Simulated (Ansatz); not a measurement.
# HCl4: what the fields show

```
H Cl
1.0
     5.72319    0.00000    0.00000
     0.00000    5.72319    0.00000
     0.00000    0.00000    5.72319
H Cl
2 8
Direct
  0.00000 0.00000 0.00000
  0.50000 0.50000 0.50000
  0.25000 0.25000 0.75000
  0.75000 0.75000 0.25000
  0.75000 0.25000 0.25000
  0.25000 0.75000 0.75000
  0.25000 0.75000 0.25000
  0.75000 0.25000 0.75000
  0.25000 0.25000 0.25000
  0.75000 0.75000 0.75000
```

Space group Im-3m; a structure generated by program, which may or may not match a known phase; computed without spin polarisation.

Method: DFT PBE+D3(BJ), scalar-relativistic, plane waves, PAW in Ansatz 0.2.0.

In a PAW calculation such maps are meaningful between the atoms, not at the nuclei.

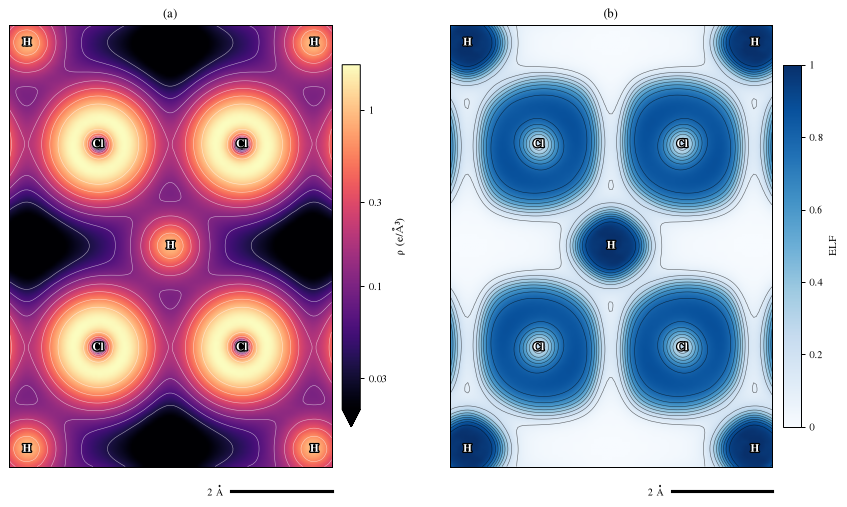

Figure 1. (a) valence pseudo-density; (b) electron localisation function on the (11̄0) plane of the conventional cell.

**What do the fields say about this system?**

The plane passes through H and Cl nuclei. Cl–H (2.48 Å): the density is about 0.23 e/Å³ at the midpoint; the ELF climbs to about 1 towards the hydrogen, as it does in any bond to H. Between the atoms the lowest density in this plane is 0.008 e/Å³.

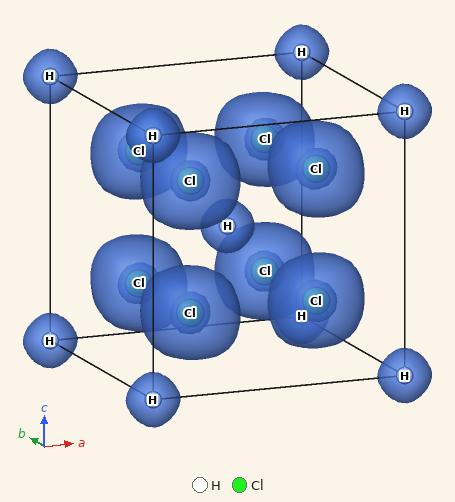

Figure 2. Isosurface of the ELF at 0.75 (blue), seen slightly off an axis. Core shells and regions of very low density are left out.

**Identify the bonds, lone pairs and shells in this picture.**

The surface consists of two regions around hydrogen nuclei and eight regions wrapped around Cl (the valence shell of each), counted in one cell of 10 atoms. Any copies at cell faces, edges or corners count once.

**Metal or insulator at this level of theory?**

It is gapless in this calculation (a metal or semimetal).
